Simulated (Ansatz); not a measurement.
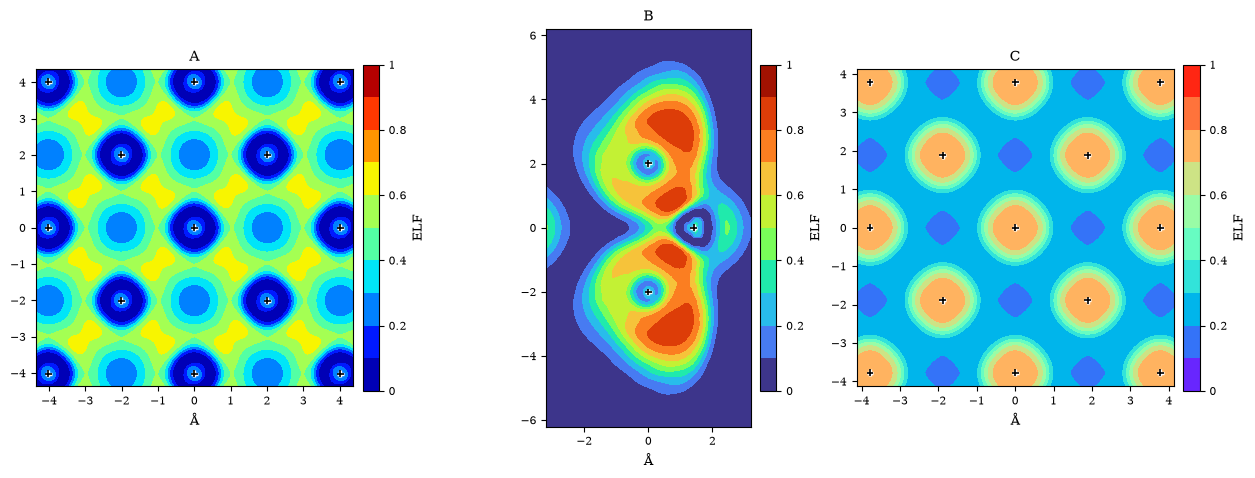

The electron localisation function of 3 systems, each on a plane through atoms (crosses mark nuclei in the plane).

Level of theory: DFT PBEsol, scalar-relativistic, plane waves, PAW in Ansatz 0.2.0.

System 1: AlAs (slab), the (100) plane of the calculation cell, a cut from vacuum to vacuum. Not relaxed (largest force 1.6 eV/Å).

```cif
data_structure
_symmetry_space_group_name_H-M 'P 1'
_symmetry_Int_Tables_number 1
_cell_length_a 4.0125
_cell_length_b 5.6746
_cell_length_c 19.0125
_cell_angle_alpha 90.000
_cell_angle_beta 90.000
_cell_angle_gamma 90.000
_cell_volume 432.91
loop_
_atom_site_label
_atom_site_type_symbol
_atom_site_fract_x
_atom_site_fract_y
_atom_site_fract_z
_atom_site_occupancy
Al1 Al 0.50000 0.50000 0.39448 1
As1 As 0.00000 0.75000 0.39448 1
Al2 Al 0.00000 0.00000 0.50000 1
As2 As 0.50000 0.25000 0.50000 1
Al3 Al 0.50000 0.50000 0.60552 1
As3 As 0.00000 0.75000 0.60552 1
```

System 2: Al, the (100) plane of the conventional cell. Space group Fm-3m; computed without spin polarisation.

System 3: Rh, the (100) plane of the conventional cell. Space group Fm-3m; computed without spin polarisation.

### Match each panel to its system.

Panel A is system 2, Al: the plane holds Al. Al–Al (2.84 Å): the ELF peaks at about 0.65 between the atoms. Panel B is system 1, AlAs: the plane holds As and Al. Al–As (2.46 Å): the ELF peaks at about 0.90 between the atoms, as expected for localised, covalent bonding. Panel C is system 3, Rh: the plane holds Rh. Rh–Rh (2.67 Å): the ELF is about 0.25 at the midpoint: no shared electron pair shows on this line.
